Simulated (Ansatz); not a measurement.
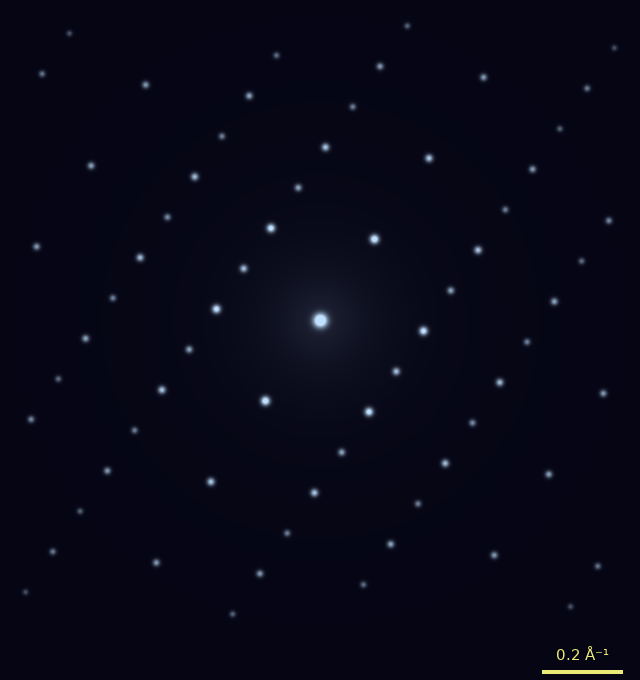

Simulated selected-area electron diffraction pattern (300 kV, kinematic approximation, thin crystal, B = 0.5 Å² for all atoms).

Phase: Rb, space group P6_3/mmc (No. 194), a = 4.986 Å, c = 8.144 Å (hexagonal axes). Structure: the end point of a relaxation at fixed volume with Ansatz, DFT PBE, spin-orbit coupling, plane waves, PAW; the starting structure was generated, so it need not be a known form of this composition.

> Determine the zone axis from the geometry of the pattern.

The spots form a rectangular net whose two shortest vectors correspond to d = 8.14 Å and 4.32 Å, 90.0° apart. They index as 0 0 1 (itself extinct) and 0 1 0, so the zone axis is ±[100] (or an equivalent direction of <100>).

> List the strongest reflections.

Strongest reflections with d > 1.33 Å, one of each family (|F|² from tabulated Gaussian fits of the electron scattering factors, times a small damping for the curvature of the Ewald sphere):

```json
{"hkl": "0 0 2", "d (Å)": "4.072", "I (strongest = 100)": "100"}
{"hkl": "0 1 1", "d (Å)": "3.815", "I (strongest = 100)": "69"}
{"hkl": "0 0 4", "d (Å)": "2.036", "I (strongest = 100)": "34"}
{"hkl": "0 1 3", "d (Å)": "2.298", "I (strongest = 100)": "32"}
{"hkl": "0 1 0", "d (Å)": "4.318", "I (strongest = 100)": "27"}
{"hkl": "0 2 1", "d (Å)": "2.087", "I (strongest = 100)": "27"}
```
